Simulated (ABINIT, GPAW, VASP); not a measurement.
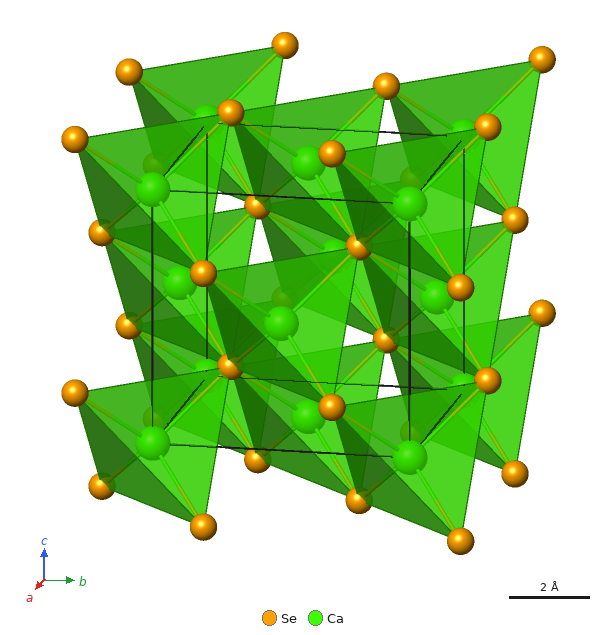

CaSe, zinc blende type, space group F-43m (No. 216), a = 6.600 Å, b = 6.600 Å, c = 6.600 Å, α = 90.00°, β = 90.00°, γ = 90.00°. A polyhedral rendering, viewed slightly off an axis. Lines trace the edges of the conventional unit cell. Some atoms of the next cells are drawn as well. The cell is a structure listed in the Materials Project. It needn't be the stable form of this composition.

One fixed geometry in three programs or potential sets. Alike in all runs: functional PBE; k mesh 7 × 7 × 7 on the run's cell of 2 atoms; occupations fermi-dirac, width 0.05 eV; no spin polarisation; no spin-orbit coupling.

```tsv
program	gap (eV)	pressure (GPa)
GPAW (PAW data 1.2.1)	3.14	0.0
ABINIT (JTH PAW PBE v2.0)	?	?
VASP (PBE potentials, release 64 Se, Ca_sv)	3.15	-0.1
```

**What does ABINIT (JTH PAW PBE v2.0) give?**

A gap of 3.15 eV and a pressure of -0.2 GPa. The other rows span 3.14 to 3.15 eV and -0.1 to 0.0 GPa.

**Is this cell larger or smaller than the equilibrium cell of this functional?**

Neither by much: all pressures given lie within 0.3 GPa of zero (-0.2 to 0.0 GPa), near the error of finite cutoffs.

Gaps are the least found on the k-mesh; a mesh with odd divisions misses some points on the zone boundary, so where the band edges lie there the true gap is smaller. Plane-wave pressures hold the error of each finite cutoff.
